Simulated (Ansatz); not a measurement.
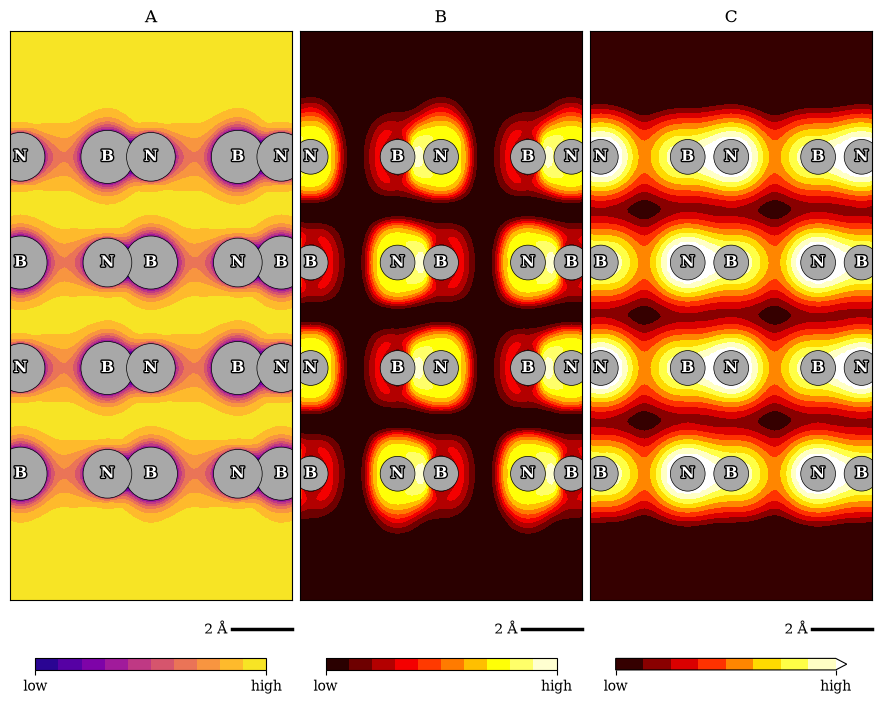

BN (slab): 3 fields on the (110) plane of the calculation cell, a cut from vacuum to vacuum, with unlabelled colour scales. Grey discs cover the atomic cores.

All numbers below come from Ansatz, DFT PBEsol, scalar-relativistic, plane waves, PAW.

**The panels show electron localisation function, electrostatic potential energy of an electron and valence pseudo-density in some order. Assign them.**

Panel A: electrostatic potential energy of an electron (low next to the atoms, rising into the space between them). Panel B: electron localisation function. Panel C: valence pseudo-density.
